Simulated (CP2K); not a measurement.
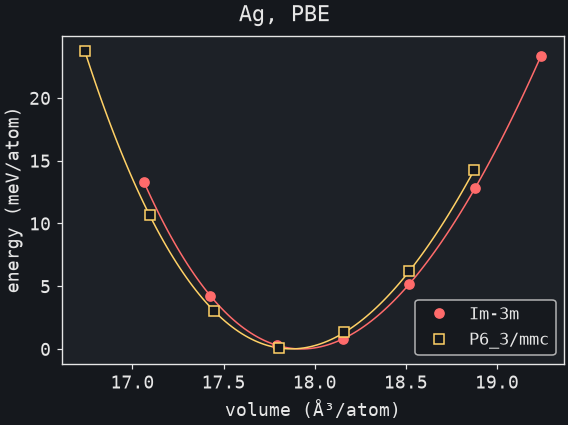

The plot gives the computed energy against volume, with one curve for each structure, for Ag. Each energy curve has its own zero, so the curves don't rank the structures.

Method: DFT in Gaussian orbitals with a plane-wave density, no spin polarisation; energies at scaled volumes of the given cell, shape and fractions fixed, counted from the fit's minimum, third-order Birch-Murnaghan fit (CP2K 2026.2). Level: PBE.

occupations Fermi–Dirac; smearing width 0.05 eV; potentials GTH PBE with UZH TZVP basis; density cutoff 6123 eV.

Settings that differ: Im-3m: k mesh 11×11×11; P6_3/mmc: k mesh 10×10×6.

Tabulate the plotted points.

Im-3m:
| volume (Å³/atom) | energy (meV/atom) |
| --- | --- |
| 17.06 | 13.26 |
| 17.43 | 4.25 |
| 17.79 | 0.30 |
| 18.15 | 0.78 |
| 18.52 | 5.13 |
| 18.88 | 12.82 |
| 19.24 | 23.37 |

P6_3/mmc:
| volume (Å³/atom) | energy (meV/atom) |
| --- | --- |
| 16.74 | 23.76 |
| 17.09 | 10.65 |
| 17.45 | 2.98 |
| 17.81 | 0.07 |
| 18.16 | 1.31 |
| 18.52 | 6.19 |
| 18.87 | 14.25 |
